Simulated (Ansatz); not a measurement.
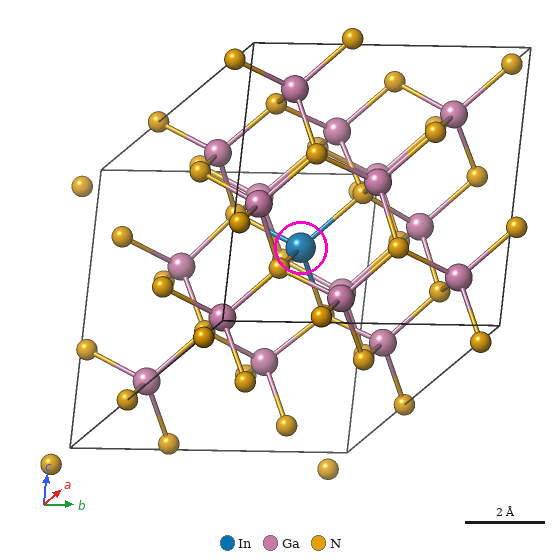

Ball-and-stick drawing of the structure, looking from a general direction. The wireframe shows the supercell. The host is GaN, in a cell of 36 sites, and the cell is neutral. A ring marks the defect's site.

**Name the defect and give its surroundings.**

Indium on a gallium site (a substitutional impurity). It is bonded to four N in a tetrahedral arrangement at about 2.1 Å.

The atoms were relaxed in the host's cell with Ansatz, DFT PBEsol, scalar-relativistic, plane waves, PAW.
